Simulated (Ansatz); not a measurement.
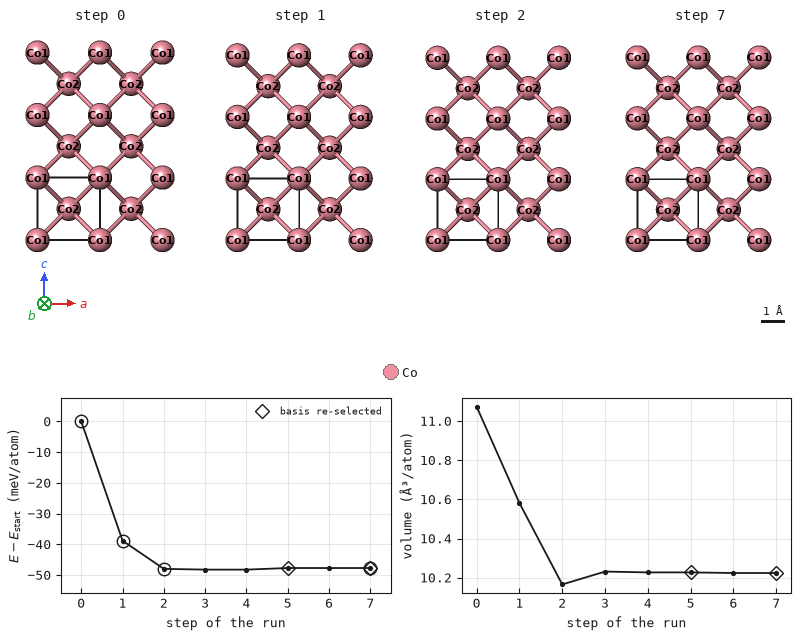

Frames of a relaxation of crystalline Co (a generated structure, set up in Im-3m), marked on the history of the run. The picture is a ball-and-stick view of the cell of the calculation, repeated 2 × 1 × 3 with one cell outlined, seen along the b axis.

Phase: bcc.

The calculation used Ansatz 0.2.0, DFT, m-r2SCAN, plane waves (500 eV) with PAW, scalar-relativistic.

Input file:
```yaml
crystal:
  lattice:
    - [2.8082743434, 0.0, 0.0]
    - [0.0, 2.8082743434, 0.0]
    - [0.0, 0.0, 2.8082743434]
  atoms:
    - { symbol: Co, position: [0.0, 0.0, 0.0], spin: 1.7 }
    - { symbol: Co, position: [0.5, 0.5, 0.5], spin: -1.7 }
hamiltonian:
  xc: mr2scan
  pseudopotentials:
    kind: paw
    azcp:
      Co: "pseudopotentials/Co.paw.azcp"
basis:
  ecutwfc: 500
  fft_grid_basis: typed
kpoints:
  mp_grid: { grid: [11, 11, 11], shift: [0, 0, 0] }
magnetization:
  spin_polarized: true
scf:
  occupations: { method: fermi_dirac, width: 0.05 }
relax:
  max_steps: 60
  f_tol: 0.01
  cell: {}
output:
  write_density: true
  write_potential: true
  elf: true
  volumetric_format: npy
```

Launched with:
```bash
ansatz run input.yaml --threads 2 --pin off --max-ram 5120MiB --backend cpu --events-out ev --progress --plain --runs-dir out
```

Question: Describe the path.

Answer: Over 5 accepted moves (7 points after the start) the energy falls by 47.7 meV per atom. All forces vanish by symmetry, so only the cell relaxes. The pressure goes from −16.61 to 0.00 GPa. At 2 points the geometry stayed and the basis and grid were re-selected for the new cell (energy shift of 0.5 meV per atom at most each time). The atoms keep their places relative to the cell (all moves are under 0.005 Å). The drawn cell changes as follows: a = b = c 2.808 → 2.735 Å (−2.6 %); the volume changes by −7.7 %. Near-neighbour distances that change, for instance: Co1–Co2 2.432 → 2.368 Å. The space group stays Im-3m (No. 229). The run may lie on a higher electronic state than the lowest, so the end point isn't shown to be the ground-state structure. From step 0 to 1: volume −4.4 %, energy −38.8 meV per atom. From step 1 to 2: volume −3.9 %, energy −9.2 meV per atom. From step 2 to 7: volume +0.6 %, energy +0.3 meV per atom.
